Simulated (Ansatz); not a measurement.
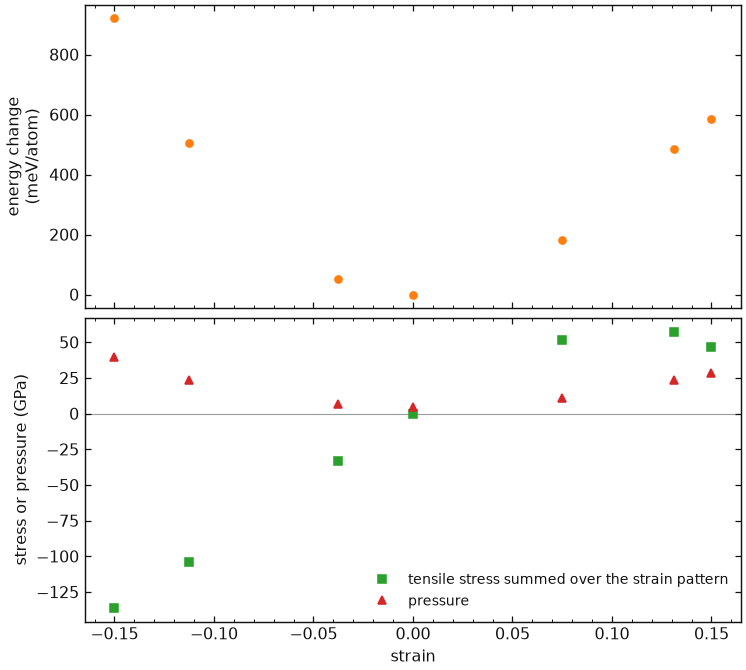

The picture above shows the energy change, tensile stress summed over the strain pattern and pressure against strain for Ru, space group P6_3/mmc (No. 194).

Starting cell:
```
CELL_PARAMETERS angstrom
2.70580 0.00000 0.00000
-1.35290 2.34329 0.00000
0.00000 0.00000 4.28190
ATOMIC_POSITIONS crystal
Ru 0.33333 0.66667 0.25000
Ru 0.66667 0.33333 0.75000
```

How it was computed, with Ansatz 0.2.0: homogeneous strain of a crystal along one Voigt pattern with engineering shear, fractional coordinates fixed, by plane-wave density functional theory with PAW datasets, free energies less that of the undisturbed cell, pressure positive in compression; scalar-relativistic. Level: PBE, no spin polarisation.

wave cutoff 420 eV; k mesh 24×24×12; occupations Gaussian; smearing width 0.15 eV; k shift (0, 0, 0) (mesh steps); start as given; strain pattern (1, -1, 0, 0, 0, 0) (xx yy zz yz xz xy with engineering shear).

The points at strain −0.0750, 0.0375 and 0.1125 are left out of the plot. What values does the calculation give there?

```json
{"strain": "-0.0750", "energy change (meV/atom)": "218", "tensile stress summed over the strain pattern (GPa)": "-69", "pressure (GPa)": "12.5"}
{"strain": "0.0375", "energy change (meV/atom)": "48", "tensile stress summed over the strain pattern (GPa)": "29", "pressure (GPa)": "6.3"}
{"strain": "0.1125", "energy change (meV/atom)": "379", "tensile stress summed over the strain pattern (GPa)": "61", "pressure (GPa)": "18.9"}
```

Caveats: reference crystal is not relaxed.
